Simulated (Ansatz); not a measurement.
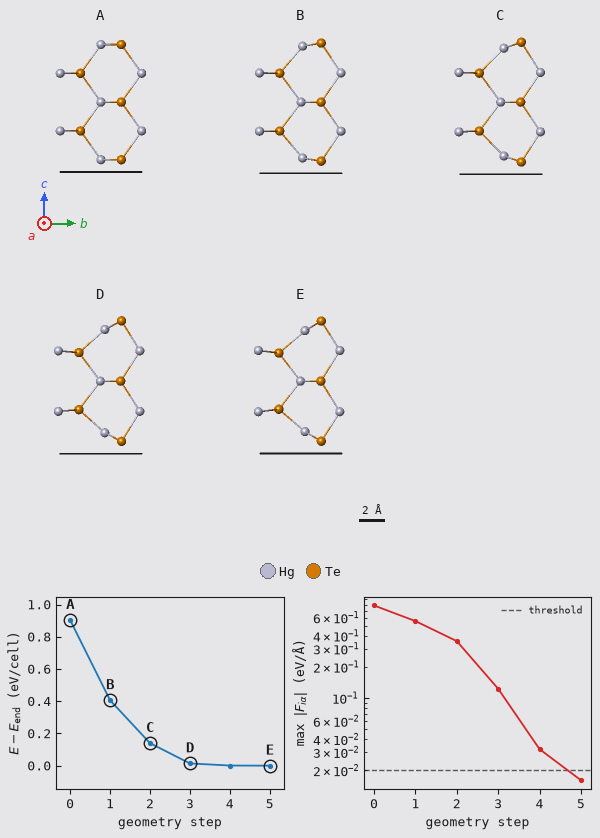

Frames of a relaxation of a slab of composition HgTe (cut from the F-43m phase), marked on the history of the run. A ball-and-stick model of the cell of the calculation, outlined in the plane, without the vacuum, seen along the a axis.

The slab is the (1 1 0) face of HgTe.

Theory: Ansatz, DFT PBE, scalar-relativistic, plane waves, PAW.

Input
```yaml
crystal:
  lattice:
    - [4.7019744874, 0.0, 0.0]
    - [0.0, 6.64959609, 0.0]
    - [0.0, 0.0, 24.4039489748]
  atoms:
    - { symbol: Hg, position: [0.5, 0.5, 0.3073273103] }
    - { symbol: Te, position: [0.0, 0.75, 0.3073273103] }
    - { symbol: Hg, position: [0.0, 0.0, 0.4036636552] }
    - { symbol: Te, position: [0.5, 0.25, 0.4036636552] }
    - { symbol: Hg, position: [0.5, 0.5, 0.5] }
    - { symbol: Te, position: [0.0, 0.75, 0.5] }
    - { symbol: Hg, position: [0.0, 0.0, 0.5963363448] }
    - { symbol: Te, position: [0.5, 0.25, 0.5963363448] }
    - { symbol: Hg, position: [0.5, 0.5, 0.6926726897] }
    - { symbol: Te, position: [0.0, 0.75, 0.6926726897] }
basis:
  ecutwfc: 420
kpoints:
  mp_grid: { grid: [8, 5, 1] }
hamiltonian:
  xc: pbe
scf:
  occupations: { method: gaussian, width: 0.1 }
output:
  forces: true
  eigenvalues: true
  write_density: true
  write_potential: true
  elf: true
  volumetric_format: npy
relax:
  adjacent_minimum: "off"
  f_tol: 0.02
  max_steps: 60
efield:
  axis: 3
  dipole_correction: true
  ramp_width: 0.04
```

Launched with:
```bash
ansatz run input.yaml --threads 4 --pin off --max-ram 9216MiB --backend cpu --events-out ev --progress --plain --runs-dir out
```

> Describe the path.

The largest moves relative to the layer's centre, 0.67 Å, are those of Hg1 and Hg9. Hg9 goes at 29° to the normal (−c side). By element the largest moves are Hg 0.67 Å, Te 0.20 Å. The lattice vectors keep their values. Some distances before and after: Hg1–Te4 2.879 → 2.804 Å, Hg1–Te2 2.879 → 2.814 Å, Hg3–Te6 2.879 → 2.939 Å, Hg7–Te10 2.879 → 2.838 Å. Bond angles that change, for instance: Hg7–Te10–Hg9 109.5° → 90.9°, Hg1–Te4–Hg5 109.5° → 93.0°, Te2–Hg1–Te4 109.5° → 122.8°. After 5 geometry steps the energy has fallen by 0.904 eV per cell of the calculation. Largest force component: 0.79 eV/Å at the start, 0.016 eV/Å at the end. Cost: 3.7 min on 4 threads of Arm Neoverse V2, with other jobs on the host, peak memory 2.3 GiB. From step 0 to 1: Hg atoms move most (0.19 Å), energy −0.498 eV per cell of the calculation. From step 1 to 2: Hg atoms move most (0.19 Å), energy −0.266 eV per cell of the calculation. From step 2 to 3: Hg atoms move most (0.20 Å), energy −0.126 eV per cell of the calculation. From step 3 to 5: Hg atoms move most (0.10 Å), energy −13.9 meV per cell of the calculation.

```tsv
step	E − E(0), meV/atom	largest force component, eV/Å
0	0.00	0.7876
1	-49.75	0.5565
2	-76.37	0.3562
3	-88.97	0.1233
4	-90.27	0.0322
5	-90.36	0.0161
```
